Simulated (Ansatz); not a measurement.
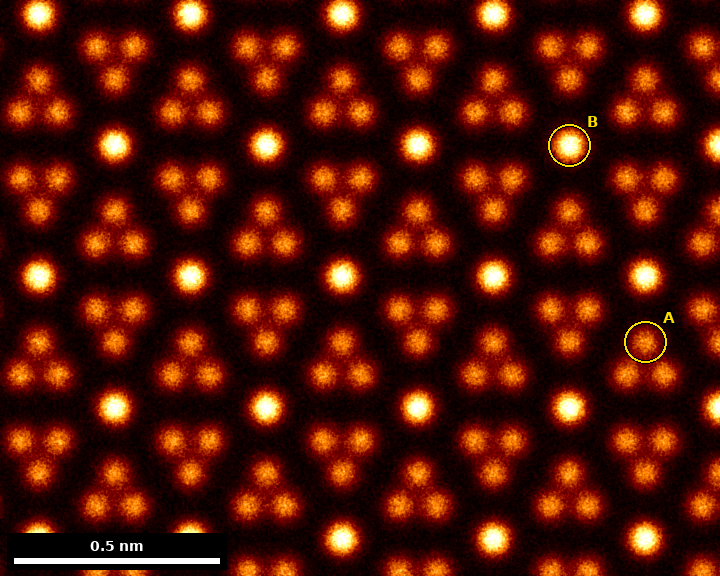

Z-contrast image of Ni (Pm-3n, No. 223) along [111]. The image is simulated as a sum over atoms of Z^1.7, blurred by a 0.60 Å probe (no channelling). The probe carries 25 % of its weight in a tail 2.5 times as wide. Shot noise was added. Structure: the input geometry of a calculation; the starting structure was generated, so it need not be a known form of this composition.

```
Ni
1.0
     4.51147    0.00000    0.00000
     0.00000    4.51147    0.00000
     0.00000    0.00000    4.51147
Ni
8
Cartesian
  0.0000 0.0000 0.0000
  2.2557 2.2557 2.2557
  1.1279 0.0000 2.2557
  3.3836 0.0000 2.2557
  2.2557 1.1279 0.0000
  2.2557 3.3836 0.0000
  0.0000 2.2557 1.1279
  0.0000 2.2557 3.3836
```

### Which atoms make up the marked columns?

A: Ni (1 Ni per 7.81 Å along the beam; about 50 % of the brightest peak). B: Ni (2 Ni per 7.81 Å along the beam; the brightest kind). Brightness is counted from the darkest point of the image.
